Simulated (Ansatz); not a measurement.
**Run report: MgSi32 (charge +2), geometry relaxation (part 1 of 2)**

- system: MgSi32 (defect cell, 33 atoms in the cell, total charge +2)
- method: DFT PBE, scalar-relativistic, plane waves, PAW, no spin polarisation (Ansatz 0.2.0)

The structure derives from a Materials Project entry. It belongs to a series of runs on one base structure; here: Mg interstitial, charge +2, atoms relaxed at the host's cell.

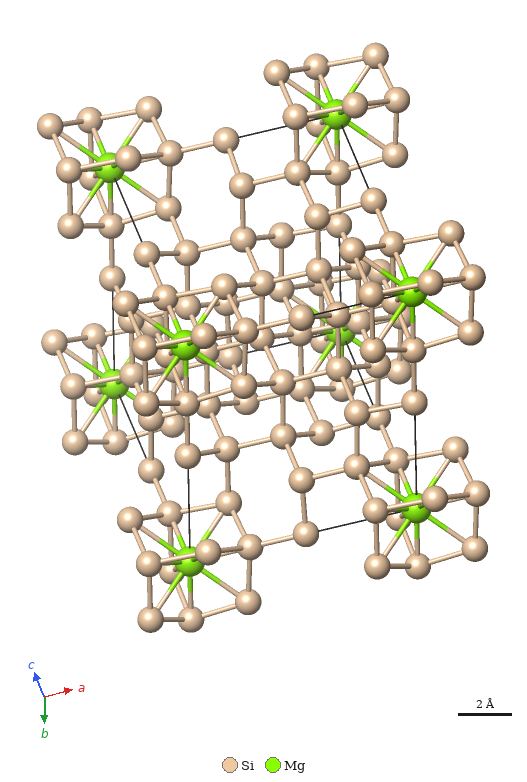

*The structure as given in the input (ball-and-stick view of the cell of the calculation, seen at an oblique angle; bonded neighbours outside the cell are drawn too).*

Near neighbours in the crystal (not all of them lie inside the picture): Si has 4 Si at 2.32 to 2.39 Å; Si has 1 Mg at 2.48 to 2.82 Å and 4 Si at 2.32 to 2.49 Å; Mg has 10 Si at 2.48 to 2.82 Å.

### The input
```yaml
crystal:
  lattice:
    - [5.4700937543, 5.4700937543, -5.4700937543]
    - [-5.4700937543, 5.4700937543, 5.4700937543]
    - [5.4700937543, -5.4700937543, 5.4700937543]
  atoms:
    - { symbol: Si, position: [0.4973466182, 0.7467776164, 0.9991106043] }
    - { symbol: Si, position: [0.2508875451, 0.7491889685, 0.2511632605] }
    - { symbol: Si, position: [-0.0011524501, 0.7467517291, 0.4975947765] }
    - { symbol: Si, position: [0.4973704168, 0.9987696261, 0.7471343794] }
    - { symbol: Si, position: [0.7371166326, 0.7329724029, 0.739100764] }
    - { symbol: Si, position: [0.2642118923, 0.9972066093, 0.9978045625] }
    - { symbol: Si, position: [-0.0014349422, -0.0019576521, 0.2658875487] }
    - { symbol: Si, position: [0.5003691733, 0.2482427021, 0.5006137338] }
    - { symbol: Si, position: [0.746837362, -0.0012720875, 0.4975673785] }
    - { symbol: Si, position: [0.2509088083, 0.2507662016, 0.7496134025] }
    - { symbol: Si, position: [-0.0027300903, 0.2630255129, -0.006266936] }
    - { symbol: Si, position: [0.500400167, 0.5002779532, 0.2486482929] }
    - { symbol: Si, position: [0.7493725933, 0.2507740644, 0.251162777] }
    - { symbol: Si, position: [0.2484291981, 0.5003164955, 0.5006964885] }
    - { symbol: Si, position: [-0.0011312096, 0.4972218214, 0.7471092612] }
    - { symbol: Si, position: [0.7468385962, 0.4972274093, -0.0008691768] }
    - { symbol: Si, position: [0.2488838623, 0.4987530835, 0.7491431953] }
    - { symbol: Si, position: [-0.0011583522, 0.5108152432, -0.0008833299] }
    - { symbol: Si, position: [0.7488693859, 0.4987497814, 0.2491345675] }
    - { symbol: Si, position: [0.248870427, 0.7487728012, 0.4991773423] }
    - { symbol: Si, position: [0.4868525731, 0.4867204513, 0.4871050523] }
    - { symbol: Si, position: [-0.0008117203, 0.7477448833, 0.7444372804] }
    - { symbol: Si, position: [0.7384677637, 0.7402326831, -0.0048275921] }
    - { symbol: Si, position: [0.2541502629, -0.0011534909, 0.2512354649] }
    - { symbol: Si, position: [0.498861639, 0.7487265513, 0.2490821023] }
    - { symbol: Si, position: [-0.0011253837, -0.0012160336, 0.5111904429] }
    - { symbol: Si, position: [0.7394827891, -0.0077098344, 0.7405869922] }
    - { symbol: Si, position: [0.2525171555, 0.2528016073, 0.0031382359] }
    - { symbol: Si, position: [0.5109273699, -0.0012016337, -0.0008516813] }
    - { symbol: Si, position: [0.0001892986, 0.2545641846, 0.2540677621] }
    - { symbol: Si, position: [0.7488644445, 0.2487385979, 0.4991368155] }
    - { symbol: Si, position: [0.4988903789, 0.2487530818, 0.749101865] }
    - { symbol: Mg, position: [-0.002072747, -0.0008623625, -0.0013374513] }
  host:
    lattice:
      - [0.0, 2.7350468771, 2.7350468771]
      - [2.7350468771, 0.0, 2.7350468771]
      - [2.7350468771, 2.7350468771, 0.0]
    atoms:
      - { symbol: Si, position: [0.75, 0.75, 0.75] }
      - { symbol: Si, position: [0.5, 0.5, 0.5] }
total_charge: 2
basis:
  ecutwfc: 420
  xc_grid: 2
kpoints:
  mp_grid: { grid: [2, 2, 2], shift: [0.5, 0.5, 0.5] }
hamiltonian:
  xc: pbe
scf:
  occupations: { method: gaussian, width: 0.01 }
output:
  forces: true
  stress: false
  eigenvalues: true
  charged_corrections:
    defect_position: [0.0, 0.0, 0.0]
    epsilon: [[12.9823, 0.0, 0.0], [0.0, 12.9823, 0.0], [0.0, 0.0, 12.9823]]
  write_density: true
  write_potential: true
  elf: true
  volumetric_format: npy
relax:
  adjacent_minimum: "off"
  f_tol: 0.025
  max_steps: 45
```

Machine: 4 threads of Intel Xeon (Granite Rapids), 32 GiB of memory available, shared host.

Run as:
```bash
ansatz run input.yaml --threads 4 --pin off --max-ram 8192MiB --backend cpu --events-out ev --progress --plain --runs-dir out
```

### Log
```
Engine: ansatz 0.2.0, x86_64-unknown-linux-gnu
Pseudopotentials: kind: paw
Pseudopotential: Si, paw, valence charge 4, recommended cutoff 420 eV (normal), Si.paw.azcp
Pseudopotential: Mg, paw, valence charge 10, recommended cutoff 420 eV (normal), Mg.paw.azcp
Functional definition: PBE
  parameter kappa = 0.804
  parameter beta = 0.06672455060314922
  exchange = pbe_x(kappa = kappa, mu = beta*pi^2/3)
  correlation = pbe_c(beta = beta)
Crystal: 33 atoms, lattice volume = 654.703 Å³
Basis set: ecut = 420 eV, 12839 PW (Γ), exchange–correlation on 128×128×128 points (8 copies of the dense FFT grid, shifted against one another)
Bands: 101, of which v1, the nominal top of the filled ones, is band 68 counted from 1 (67 counted from 0)
Symmetry: 1 space group operations
Space group: P1 (ITA 1), of the structure as read, at distance tolerance 8.7e-5 Å
k-points: 4 of 8 (time reversal used)
Non-local potential: Si, projectors of the file, l = 0: 2, l = 1: 2, l = 2: 2
Non-local potential: Mg, projectors of the file, l = 0: 3, l = 1: 2, l = 2: 1
PAW form: soft (Blöchl's): semilocal exchange-correlation on the pseudo side does not see the compensation charge
PAW one-centre angular grid: Si, 110 points (default); XC on 64 Gauss nodes
PAW one-centre angular grid: Mg, 110 points (default); XC on 64 Gauss nodes
Initial density: superposition of atomic densities (neutral atoms scaled as one to the charged cell's electrons: chi_scale 0, normalization atom), corrected by the library's trained network
Initial wavefunctions: pseudopotential atomic-orbital guess
Functional: x = pbe(κ = 0.804, μ = 0.2195149727645171), c = pbe(β = 0.06672455060314922)
SCF iter   1: F=—  HF=-22281.718820 eV  |F-HF|=—  |Δ(HF+E_count)|=         —  Δρ=8.14e-3  dr2=1.07e0  ethr=1.77e-3  ⟨swp⟩=6.2  Hψ=1912  notcnv=0  defer=66
preconditioner: auto → Resta (q_TF=auto, 2.100 Å⁻¹)  ε∞=5.4  [insulator: Δε(μ)=1.153 eV  Ē_g=7.817 eV  σ=0.010 eV  W_gap=1.00  n_scr=86 (ndim 8)  ℏωp=16.4 eV  f_vac=0.000  D(μ)=0.00/eV (n_scr^D=0)  ε∞_Penn≈5.4]
SCF iter   2: F=—  HF=-22281.462495 eV  |F-HF|=—  |Δ(HF+E_count)|=   2.56e-1  Δρ=3.50e-3  dr2=1.51e-1  ethr=7.90e-4  ⟨swp⟩=3.0  Hψ=788  notcnv=0  defer=96
SCF iter   3: F=—  HF=-22281.416704 eV  |F-HF|=—  |Δ(HF+E_count)|=   4.58e-2  Δρ=9.35e-4  dr2=8.51e-3  ethr=1.11e-4  ⟨swp⟩=3.0  Hψ=633  notcnv=0  defer=102
SCF iter   4: F=—  HF=-22281.414683 eV  |F-HF|=—  |Δ(HF+E_count)|=   2.02e-3  Δρ=1.52e-4  dr2=1.57e-4  ethr=6.25e-6  ⟨swp⟩=3.0  Hψ=710  notcnv=0  defer=102
SCF iter   5: F=—  HF=-22281.414823 eV  |F-HF|=—  |Δ(HF+E_count)|=   1.40e-4  Δρ=3.46e-5  dr2=1.21e-5  ethr=1.16e-7  ⟨swp⟩=2.0  Hψ=569  notcnv=0  defer=102
SCF iter   6: F=-22281.414839 eV  HF=-22281.414839 eV  |F-HF|=6.51e-7  |Δ(HF+E_count)|=   1.61e-5  Δρ=1.10e-5  dr2=8.70e-7  ethr=8.87e-9  ⟨swp⟩=18.5  Hψ=4314  notcnv=0
SCF 1 converged in 6 iterations: F = -22281.414839 eV  dr2 = 8.70e-7
  greatest PAW one-centre occupation: 1.000 electrons in one spin orbital (limit 2), on the Mg atom at site 32 (counted from 0), in its partial waves of l = 0
relax step   1: F+E_penalty+E_count = -22281.41483938 eV  Δ(F+E_penalty+E_count) = +0.000e0 eV  max|allowed force component| = 6.249e-1 eV/Å  Δτ_max = 0.0000 Å  (6 SCF iters, dr2 threshold 1.56e-5 eV, accepted)
Initial density: handed on by an earlier stage of this run
Initial wavefunctions: those handed on with the density
iter 1 solved again at ethr=9.88e-6 eV; its pass at ethr=3.10e-3 eV (dr2=1.34e-2 eV) is discarded
SCF iter   1: F=—  HF=-22281.491372 eV  |F-HF|=—  |Δ(HF+E_count)|=         —  Δρ=1.52e-3  dr2=1.59e-2  ethr=9.88e-6  ⟨swp⟩=3.0  Hψ=1431  notcnv=0  defer=102
preconditioner: auto → Resta (q_TF=auto, 2.100 Å⁻¹)  ε∞=5.4  [insulator: Δε(μ)=1.229 eV  Ē_g=7.824 eV  σ=0.010 eV  W_gap=1.00  n_scr=86 (ndim 8)  ℏωp=16.4 eV  f_vac=0.000  D(μ)=0.00/eV (n_scr^D=0)  ε∞_Penn≈5.4]
SCF iter   2: F=—  HF=-22281.488521 eV  |F-HF|=—  |Δ(HF+E_count)|=   2.85e-3  Δρ=8.16e-4  dr2=3.59e-3  ethr=9.88e-6  ⟨swp⟩=2.8  Hψ=523  notcnv=0  defer=102
SCF iter   3: F=—  HF=-22281.488138 eV  |F-HF|=—  |Δ(HF+E_count)|=   3.82e-4  Δρ=1.20e-4  dr2=7.73e-5  ethr=2.64e-6  ⟨swp⟩=2.2  Hψ=468  notcnv=0  defer=102
SCF iter   4: F=-22281.488158 eV  HF=-22281.488158 eV  |F-HF|=1.89e-7  |Δ(HF+E_count)|=   1.97e-5  Δρ=1.97e-5  dr2=4.12e-6  ethr=1.79e-8  ⟨swp⟩=19.0  Hψ=4305  notcnv=0
SCF 2 converged in 4 iterations: F = -22281.488158 eV  dr2 = 4.12e-6
relax step   2: F+E_penalty+E_count = -22281.48815830 eV  Δ(F+E_penalty+E_count) = -7.332e-2 eV  max|allowed force component| = 1.110e-1 eV/Å  Δτ_max = 0.0461 Å  (4 SCF iters, dr2 threshold 2.44e-5 eV, accepted)
SCF iter   1: F=—  HF=-22281.493584 eV  |F-HF|=—  |Δ(HF+E_count)|=         —  Δρ=7.36e-4  dr2=3.10e-3  ethr=1.60e-5  ⟨swp⟩=3.0  Hψ=820  notcnv=0  defer=102
preconditioner: auto → Resta (q_TF=auto, 2.100 Å⁻¹)  ε∞=5.4  [insulator: Δε(μ)=1.232 eV  Ē_g=7.821 eV  σ=0.010 eV  W_gap=1.00  n_scr=86 (ndim 8)  ℏωp=16.4 eV  f_vac=0.000  D(μ)=0.00/eV (n_scr^D=0)  ε∞_Penn≈5.4]
SCF iter   2: F=—  HF=-22281.493061 eV  |F-HF|=—  |Δ(HF+E_count)|=   5.24e-4  Δρ=3.86e-4  dr2=7.11e-4  ethr=2.28e-6  ⟨swp⟩=2.0  Hψ=746  notcnv=0  defer=102
SCF iter   3: F=—  HF=-22281.492736 eV  |F-HF|=—  |Δ(HF+E_count)|=   3.25e-4  Δρ=4.25e-5  dr2=8.31e-6  ethr=5.23e-7  ⟨swp⟩=2.2  Hψ=556  notcnv=0  defer=102
SCF iter   4: F=-22281.492738 eV  HF=-22281.492738 eV  |F-HF|=5.23e-8  |Δ(HF+E_count)|=   2.58e-6  Δρ=7.87e-6  dr2=4.12e-7  ethr=5.66e-10  ⟨swp⟩=16.5  Hψ=3428  notcnv=0
SCF 3 converged in 4 iterations: F = -22281.492738 eV  dr2 = 4.12e-7
relax step   3: F+E_penalty+E_count = -22281.49273849 eV  Δ(F+E_penalty+E_count) = -4.580e-3 eV  max|allowed force component| = 3.835e-3 eV/Å  Δτ_max = 0.0169 Å  (4 SCF iters, dr2 threshold 7.70e-7 eV, accepted)
iter 1 solved again at ethr=3.06e-10 eV; its pass at ethr=3.10e-3 eV (dr2=4.16e-7 eV) is discarded
SCF iter   1: F=—  HF=-22281.493164 eV  |F-HF|=—  |Δ(HF+E_count)|=         —  Δρ=7.92e-6  dr2=4.17e-7  ethr=3.06e-10  ⟨swp⟩=1.0  Hψ=968  notcnv=0
preconditioner: auto → Resta (q_TF=auto, 2.100 Å⁻¹)  ε∞=5.4  [insulator: Δε(μ)=1.233 eV  Ē_g=7.821 eV  σ=0.010 eV  W_gap=1.00  n_scr=86 (ndim 8)  ℏωp=16.4 eV  f_vac=0.000  D(μ)=0.00/eV (n_scr^D=0)  ε∞_Penn≈5.4]
SCF iter   2: F=—  HF=-22281.492739 eV  |F-HF|=—  |Δ(HF+E_count)|=   4.25e-4  Δρ=4.69e-6  dr2=1.26e-7  ethr=3.06e-10  ⟨swp⟩=2.0  Hψ=555  notcnv=0
SCF iter   3: F=-22281.492739 eV  HF=-22281.492739 eV  |F-HF|=4.22e-9  |Δ(HF+E_count)|=   8.39e-8  Δρ=9.50e-7  dr2=8.15e-9  ethr=7.35e-11  ⟨swp⟩=8.0  Hψ=2059  notcnv=0
SCF 4 converged in 3 iterations: F = -22281.492739 eV  dr2 = 8.15e-9
relax step   4: F+E_penalty+E_count = -22281.49273861 eV  Δ(F+E_penalty+E_count) = -1.217e-7 eV  max|allowed force component| = 3.796e-3 eV/Å  Δτ_max = 0.0000 Å  (3 SCF iters, accepted)
```

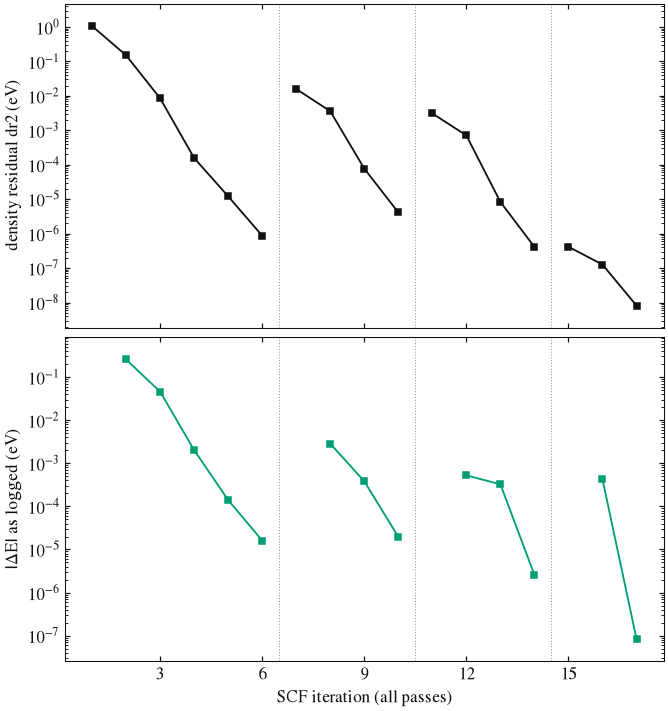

*Convergence of the self-consistent field: density residual dr2 and size of the energy change against the SCF iteration. The dotted lines part the SCF passes of the relaxation: geometry steps, rejected trials and re-solves on a re-selected basis.*

The passes take 6, 4, 4 and 3 iterations.

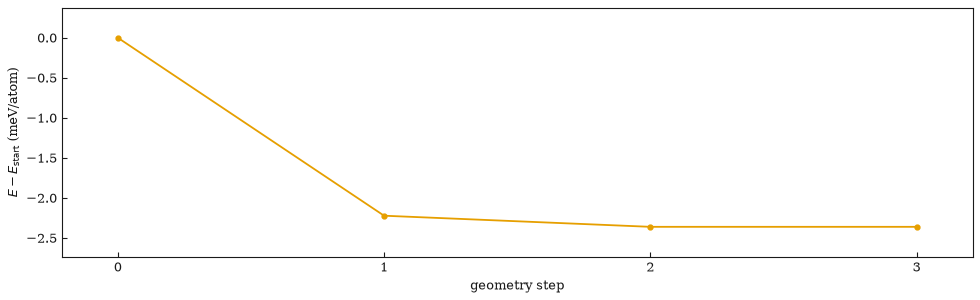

*Progress of the relaxation, step by step (the first geometry is step 0 here and step 1 in the log).*

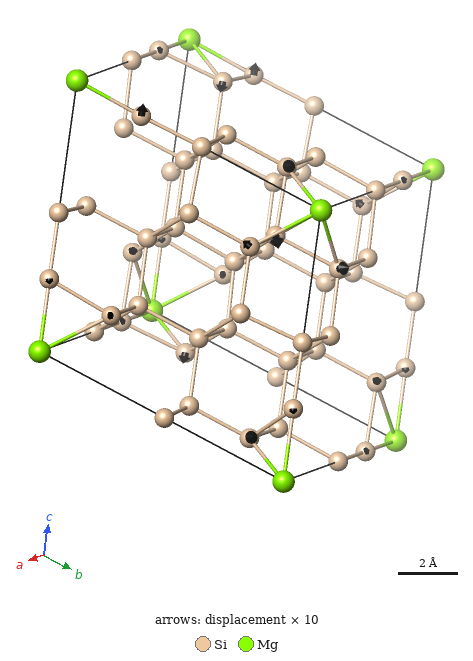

*The starting structure with the displacements as black arrows, magnified 10 times (ball-and-stick view of the cell of the calculation, seen slightly off an axis).*

The largest move is that of Si5, 0.052 Å. Largest moves by element: Si 0.052 Å, Mg 0.010 Å. The cell doesn't change. Among the contacts that change: Si5–Si23 2.400 → 2.444 Å, Si11–Si30 2.486 → 2.444 Å, Si23–Mg33 2.817 → 2.779 Å, Si10–Si28 2.391 → 2.353 Å. Among the angles that change: Si22–Si5–Si23 110.3° → 107.0°, Si21–Si5–Si27 108.8° → 111.8°, Si9–Si27–Si11 105.7° → 108.1°. Over 3 geometry steps the energy falls by 2.4 meV per atom. Largest force component: 0.62 eV/Å at the start, 0.0038 eV/Å at the end. (Atoms are counted from 1 in the order of the input.)

```
SCF converged after 3 iterations
Free energy (F): -22281.492739 eV
Harris-Foulkes:  -22281.492739 eV  (|F-HF|=4.22e-9)
Internal energy: -22281.492739 eV  (E = F + TS)
E sigma→0 (E₀):  -22281.492739 eV
Fermi energy:    6.194665 eV
--- Per-component energies (eV) ---
  E_band       = -201.680208
  E_kinetic    = 1344.050252
  E_local      = -3014.807379  (includes V_loc(G=0)·N_el)
  E_nonlocal   = 917.733591
  E_hartree    = 1082.852867
  E_xc         = -1776.791461
  E_vxc        = -1509.722769  (∫ρ·V_xc dr)
  E_paw        = -16699.273141  (= ΣΔE_a)
  E_vpaw       = -104.640941  (= ΣTr[D̂ρ^β])
  E_aug_tail   = 0.000200  (compensation charges beyond the density's cutoff)
  E_ewald      = -4135.257667
  E_smearing   = -0.000000  (= −TS)
  E_closure    = 0.000000  (closes the sum)
  E_deformation_potential = 25.343787  (in the stress; not in F)
  Σ components = -22281.492739   (vs F -22281.492739, Δ=0.00e0)
--- Forces (eV/Å), atoms counted from 1 ---
  atom   1  Si     0.00012779    -0.00103966     0.00031190
  atom   2  Si    -0.00110958     0.00054201     0.00009962
  atom   3  Si     0.00089613     0.00091012    -0.00013320
  atom   4  Si    -0.00057030     0.00008586    -0.00013280
  atom   5  Si     0.00120968     0.00253986     0.00308261
  atom   6  Si    -0.00283355    -0.00171932     0.00241173
  atom   7  Si    -0.00288824     0.00225698    -0.00271699
  atom   8  Si     0.00016035     0.00045584    -0.00026082
  atom   9  Si     0.00012742    -0.00021042     0.00053022
  atom  10  Si     0.00010269    -0.00077551     0.00065037
  atom  11  Si     0.00379590    -0.00314043    -0.00227739
  atom  12  Si     0.00031993     0.00000366     0.00014881
  atom  13  Si     0.00021187     0.00026269    -0.00015773
  atom  14  Si    -0.00004052    -0.00052407    -0.00027176
  atom  15  Si    -0.00002481     0.00062430     0.00003798
  atom  16  Si     0.00018476     0.00019022    -0.00049858
  atom  17  Si    -0.00031358     0.00000752     0.00007054
  atom  18  Si     0.00059094     0.00021520     0.00015536
  atom  19  Si    -0.00028539    -0.00030601    -0.00015695
  atom  20  Si    -0.00049577     0.00043913    -0.00031963
  atom  21  Si    -0.00036921     0.00033216     0.00070510
  atom  22  Si    -0.00014720     0.00015378    -0.00352742
  atom  23  Si     0.00042261    -0.00221373    -0.00073235
  atom  24  Si     0.00241880     0.00055578     0.00151359
  atom  25  Si     0.00032467    -0.00013824     0.00070813
  atom  26  Si     0.00043662    -0.00048727    -0.00018608
  atom  27  Si    -0.00317989     0.00000038     0.00045169
  atom  28  Si     0.00003376     0.00220932     0.00017874
  atom  29  Si     0.00044742    -0.00043561    -0.00123345
  atom  30  Si    -0.00012938    -0.00047357     0.00210800
  atom  31  Si    -0.00063153     0.00050584    -0.00004129
  atom  32  Si     0.00038618    -0.00069272     0.00083412
  atom  33  Mg     0.00080963    -0.00015469    -0.00136741
  max |Σ_I F_I| component: 2.06e-5 eV/Å
--- Charged-cell corrections in eV (Makov–Payne, q = +2.000 e, ε = 12.982) ---
  F (periodic)     = -22281.492739  (uncorrected; the corrections below are reported, never added to it)
  E_corr1          = +0.737930  (monopole, q²α_M/2εL)
  F Makov-Payne    = -22280.754808  (F + E_corr1; no measured alignment; for a localised charge, not one spread in a band: unchecked)
  no potential alignment in this run, which stands beside a crystal: run the host's input off ansatz write-host-input, and read the two finished runs by ansatz place-levels (neither reads a slab, a wire or a sheet, whose cell leaves a vacuum)
--- Band table (eV) ---
  k-point 0: bands = ["-69.8813", "-36.6418", "-36.6418", "-36.6418", "-4.9636", "-4.7503", "-4.7503", "-4.7502", "-3.0492", "-3.0044", "-3.0043", "-3.0043", "-2.8998", "-2.8997", "-2.8996", "-2.8911", "-2.8910", "-2.7972", "-2.7971", "-2.7970", "-0.2938", "-0.1582", "-0.1581", "-0.1579", "-0.0921", "-0.0920", "-0.0919", "-0.0245", "-0.0244", "0.0085", "0.0086", "0.0086", "2.1877", "2.3561", "2.3561", "2.3561", "2.4701", "2.6850", "2.6851", "2.6852", "2.8246", "2.8247", "2.8247", "2.8308", "2.8309", "2.8309", "2.8423", "2.8423", "3.9174", "3.9174", "3.9175", "4.0692", "4.0692", "4.1221", "4.1222", "4.1223", "4.1708", "4.1709", "4.1710", "4.2228", "5.4391", "5.4392", "5.4392", "5.4933", "5.4933", "5.5780", "5.5781", "5.5782", "7.2804", "7.6063", "7.6064", "7.6065", "7.7231", "7.7232", "7.7569", "7.7570", "7.7571", "7.8935", "7.8936", "7.8936", "8.1310", "8.1670", "8.1672", "8.1672", "9.5051", "9.5051", "9.5051", "9.7229", "9.7230", "9.8102", "9.8103", "9.8103", "10.4444", "10.4684", "10.4685", "10.4686", "10.6513", "10.6513", "10.6515", "10.7241", "10.7242"]
```
